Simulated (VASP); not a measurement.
# TiC (slab): what the fields show

Input

```
SYSTEM = TiC
PREC = Accurate ; ENCUT = 520
EDIFF = 1E-6 ; ISMEAR = 1
SIGMA = 0.1 ; LREAL = .False.
LASPH = .True. ; NELM = 80
ALGO = Normal ; ISIF = 2
LWAVE = .False. ; LCHARG = .True.
LDIPOL = .True. ; IDIPOL = 3
DIPOL = 0.5 0.5 0.500 ; GGA = PS
LVHAR = .True. ; LVACPOTAV = .True.
KPAR = 8
```

Run with:

```sh
cat potpaw_PBE.64/Ti_sv/POTCAR potpaw_PBE.64/C/POTCAR > POTCAR
mpirun -np 8 vasp_std > vasp.out
```

Method: Kohn-Sham DFT of a periodic cell, PBEsol, VASP PAW PBE potentials, recommended (VASP).

The density is the valence pseudo-density of a PAW calculation; it isn't the true density close to the nuclei.

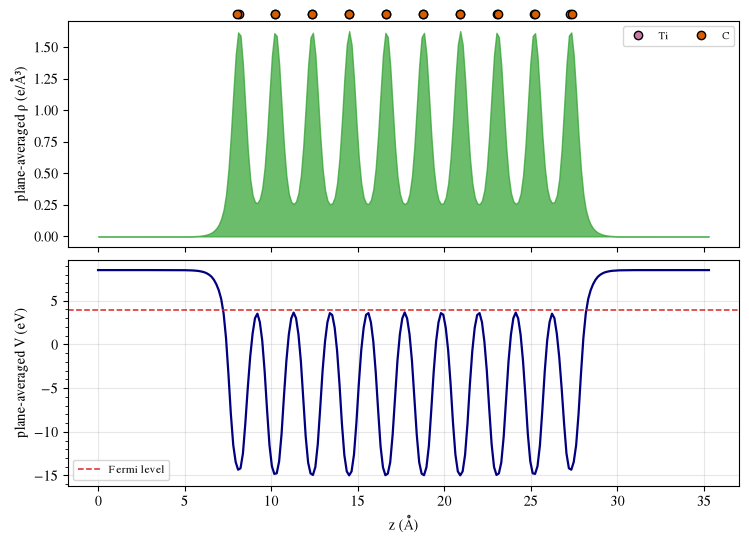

Figure 1. Plane average of the electrostatic potential energy of an electron and of the valence pseudo-density across the slab. Circles mark the heights of the atoms.

### How far above the Fermi level of the calculation is the vacuum level?

4.6 eV.

### What are the slab's thickness and the vacuum gap?

The outermost nuclei are 19.3 Å apart, in 10 atomic planes; the vacuum between periodic images is 16.1 Å wide.

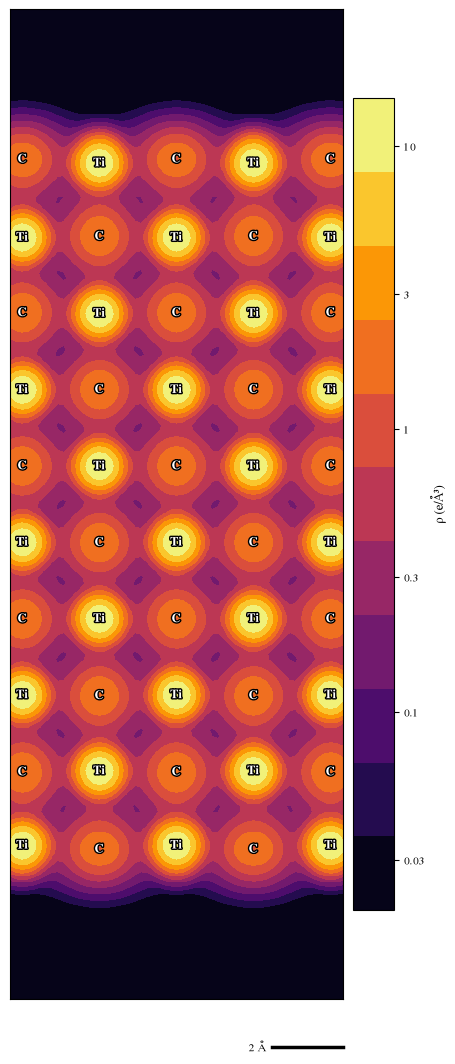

Figure 2. Valence electron density on the (110) plane of the calculation cell, a cut from vacuum to vacuum.

### Describe what can be read from this map.

The plane passes through Ti and C nuclei.
Ti–C (2.06 Å): ρ is about 0.65 e/Å³ halfway.
Ti–C (2.11 Å): ρ is about 0.57 e/Å³ halfway.
Ti–C (2.16 Å): ρ is about 0.51 e/Å³ halfway.
The density dies away to nearly zero in the vacuum.
